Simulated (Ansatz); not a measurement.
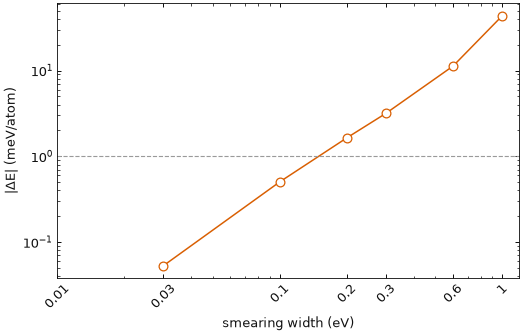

Convergence test: the smearing width is varied and all else is held.
System: Sn (Fd-3m, 2 atoms in the cell).
Method: Ansatz, DFT, LDA (PW92), plane waves (420 eV) with PAW, scalar-relativistic; 9×9×9 k-mesh, Gaussian smearing.
ΔE is the free energy less its value at the smallest setting, 0.01 eV.
Dashed lines or grey bands mark the tolerance: 1 meV/atom.
On logarithmic panels, open markers lie below the reference value and filled ones above.

From which setting is the free energy converged to 1 meV/atom?

Answer. The free energy is within 1 meV/atom of the smallest setting's value from 0.1 eV down. It is off by 44 meV/atom at 1 eV, 3.2 meV/atom at 0.3 eV and 1.6 meV/atom at 0.2 eV (always below it). The free energy falls with the width because it holds the −TS term of the fractional occupations.
